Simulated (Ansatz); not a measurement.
```
Zn Al O
1.0
     4.77386    2.75619   -4.33829
     0.00000   -5.51238   -4.33829
    -4.77386    2.75619   -4.33829
Zn Al O
1 15 24
Direct
  0.86494 0.36494 0.36494
  0.35291 0.35006 0.85406
  0.35406 0.85291 0.35006
  0.85006 0.85406 0.85291
  0.65392 0.15392 0.15392
  0.14873 0.14640 0.64977
  0.14977 0.64873 0.14640
  0.64640 0.64977 0.64873
  0.35228 0.85228 0.85228
  0.84940 0.85264 0.35185
  0.85185 0.34940 0.85264
  0.35264 0.35185 0.34940
  0.14742 0.64742 0.64742
  0.65025 0.64536 0.14894
  0.64894 0.15025 0.64536
  0.14536 0.14894 0.15025
  0.59628 0.74961 0.90223
  0.09625 0.74777 0.40243
  0.09924 0.24982 0.90489
  0.58630 0.24236 0.40498
  0.59526 0.90634 0.24628
  0.09706 0.90100 0.75193
  0.11495 0.40396 0.23907
  0.59456 0.40351 0.74496
  0.40223 0.09628 0.74961
  0.90498 0.08630 0.24236
  0.90243 0.59625 0.74777
  0.40489 0.59924 0.24982
  0.24961 0.90223 0.09628
  0.74982 0.90489 0.59924
  0.74236 0.40498 0.08630
  0.24777 0.40243 0.59625
  0.74628 0.09526 0.90634
  0.24496 0.09456 0.40351
  0.25193 0.59706 0.90100
  0.73907 0.61495 0.40396
  0.40634 0.24628 0.09526
  0.90396 0.23907 0.61495
  0.90351 0.74496 0.09456
  0.40100 0.75193 0.59706
```

The calculation used DFT PBEsol, scalar-relativistic, plane waves, PAW in Ansatz.

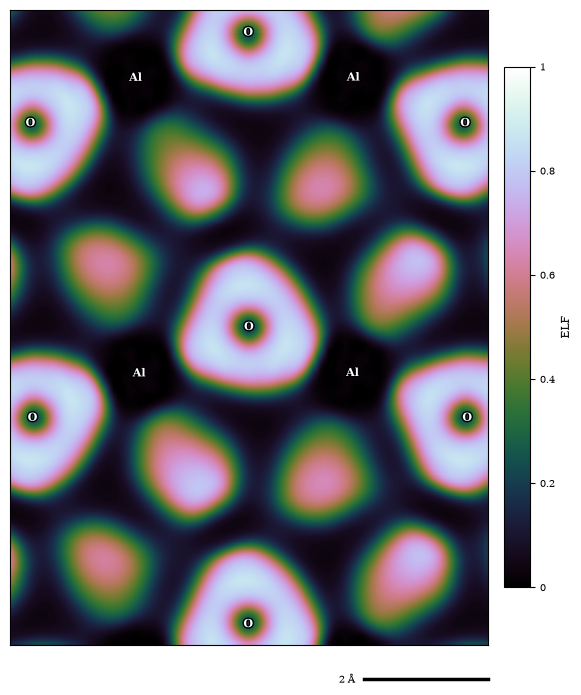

Al$_{15}$ZnO$_{24}$ (cell charge −1, with a compensating background) (cell with a defect). Electron localisation function on the (101) plane of the calculation cell.

In a PAW calculation such maps are meaningful between the atoms, not at the nuclei.

**What does the map show?**

- Atoms in the plane: Al and O.
- Atoms just off the plane (Al, 0.6 Å away and O, 0.8 Å away) can leave unmarked features too.
- Al–O (1.83 Å): the ELF peaks at about 0.85 in the valence shell of O, 0.7 Å from its nucleus, and is about 0.85 at the midpoint.
- Al–O (1.87 Å): the ELF peaks at about 0.85 in the valence shell of O, 0.7 Å from its nucleus, and is about 0.80 at the midpoint.
- Al–O (1.93 Å): the ELF peaks at about 0.85 in the valence shell of O, 0.7 Å from its nucleus, and is about 0.80 at the midpoint.
- Al–O (1.97 Å): the ELF peaks at about 0.85 in the valence shell of O, 0.7 Å from its nucleus, and is about 0.75 at the midpoint.

**Metal or insulator at this level of theory?**

It is gapped, with a Kohn–Sham gap of 6.4 eV on the k-point mesh (the band edges may lie off the mesh, which would make the gap smaller).
